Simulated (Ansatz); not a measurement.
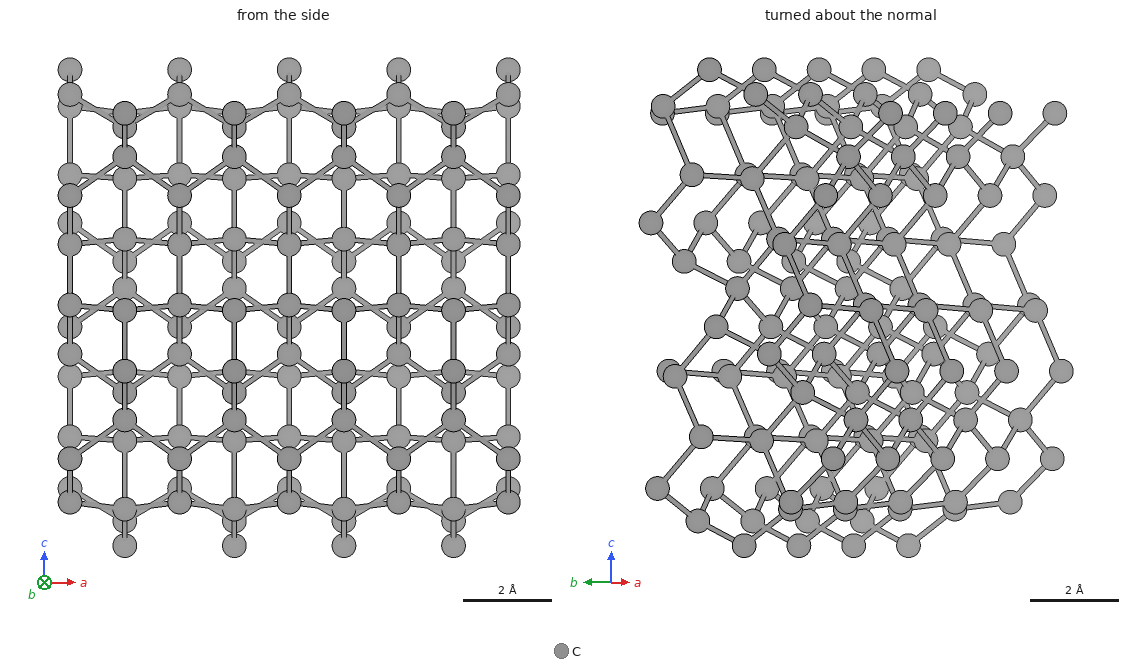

A ball-and-stick picture of a periodic slab, seen from the side and turned about the normal. The surface normal points up in side views; the vacuum is left out. 4×1 cells are drawn in the plane, with atoms at the edges repeated.

The cell holds 30 C. The slab was cut from bulk C (P6_3/mmc).

**How thick is it?**

About 11 Å from the lowest to the highest atom.

**Which (hkl) is this?**

(1 0 2).

Computational set-up: DFT PBEsol, scalar-relativistic, plane waves, PAW (Ansatz 0.2.0), wavefunction cutoff 420 eV, an 11×5×1 grid in reciprocal space, Gaussian smearing of 0.05 eV, no spin polarisation.

**How large is the work function at the top and at the bottom?**

5.46 eV on both faces.

Provenance: an entry, possibly a prediction, of the Crystallography Open Database, from which a slab was cut. The atoms were relaxed in a fixed cell with DFT PBEsol, scalar-relativistic, plane waves, PAW (Ansatz).
